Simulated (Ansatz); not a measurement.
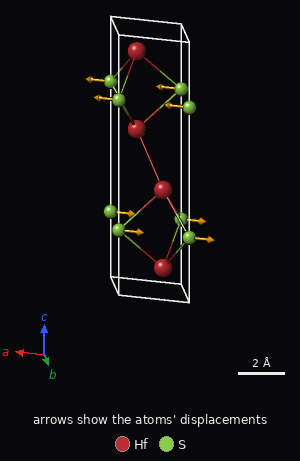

One vibrational mode of crystalline Hf$_{2}$S at the zone centre. The orange arrows are the displacements of the atoms (eigenvector over the root of the mass), of arbitrary overall length and sign. Style: ball-and-stick. Shown: the cell of the calculation, from a free direction.

The calculation used Ansatz 0.2.0, DFT r2SCAN, scalar-relativistic, plane waves, PAW. Settings: plane-wave cutoff 500 eV; k-point mesh 18 × 18 × 4; occupations gaussian; smearing width 0.15 eV; no spin polarisation.

What mode is this, and where does it lie in the spectrum?

This is the E₂g mode (doubly degenerate; one member of the set is drawn) at 32.0 meV, optical level 6 of 9, counted from below, Raman-active by symmetry. All motion is along a; atoms of one kind move against one another, with no net shift of any sublattice; the kinetic energy is shared as S 92 %, Hf 8 %.
